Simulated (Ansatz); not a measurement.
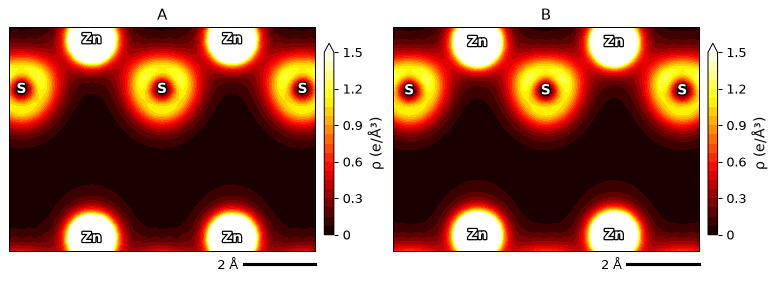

ZnS. The valence charge density (pseudo) of two cells that differ in size, on the (11̄0) plane of each (indices in the axes of the calculation cell), at one length scale and on one colour scale: A has 21.5 Å³ an atom and B 19.7.

Space group F-43m.

Theory: DFT r2SCAN, scalar-relativistic, plane waves, PAW in Ansatz 0.2.0.

The density is the valence pseudo-density of a PAW calculation; it isn't the true density close to the nuclei.

What changes from the larger cell to the smaller?

From the larger cell to the smaller, Zn–S goes from 2.41 to 2.34 Å, and the density at its midpoint from 0.46 to 0.52 e/Å³; the pressure goes from −6 to −0.6 GPa; the Kohn–Sham gap goes from 2.3 eV to 2.7 eV.
